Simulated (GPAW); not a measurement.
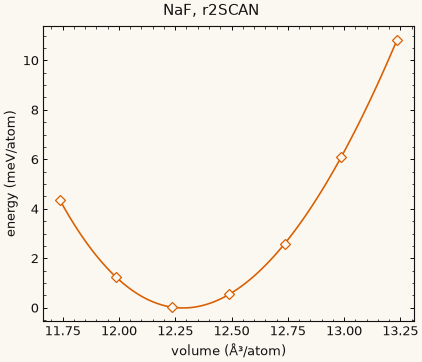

The plot gives the computed energy against volume for NaF, space group Fm-3m (No. 225).

Starting cell:
```yaml
crystal:
  lattice:
    - [0.00000, 2.32000, 2.32000]
    - [2.32000, 0.00000, 2.32000]
    - [2.32000, 2.32000, 0.00000]
  atoms:
    - { symbol: Na, position: [0.00000, 0.00000, 0.00000] }
    - { symbol: F, position: [0.50000, 0.50000, 0.50000] }
```

How it was computed, with GPAW 26.7.0: PAW DFT in plane waves, on a grid or in atomic orbitals, no spin polarisation; energies at scaled volumes of the given cell, shape and fractions fixed, counted from the fit's minimum, third-order Birch-Murnaghan fit. Level: r2SCAN.

```csv
setting,value
k mesh,10×10×10
occupations,Fermi–Dirac
smearing width,0.05 eV
potentials,GPAW PAW data sets (gpaw data 1.2.1)
wave cutoff,800 eV
program settings,basis pw
```

This calculation gives: equilibrium volume 12.29 Å³/atom and bulk modulus 53.2 GPa.

Now F is replaced by I on all its sites, which gives NaI in the same structure. The second calculation uses k mesh 7×7×7. What happens?

The equilibrium volume rises from 12.29 to 33.82 Å³/atom (+175 %) and the bulk modulus falls from 53.2 to 17.1 GPa (−68 %).

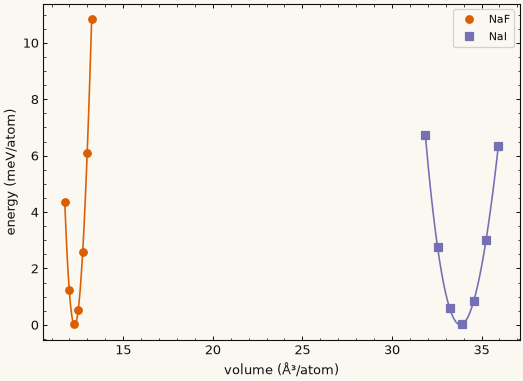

The two results together.

For both, limits of the calculation: the fit and the printed pressures don't fully agree, or the minimum lies near the end of the range.

V0 and the bulk modulus come from third-order Birch–Murnaghan fits.
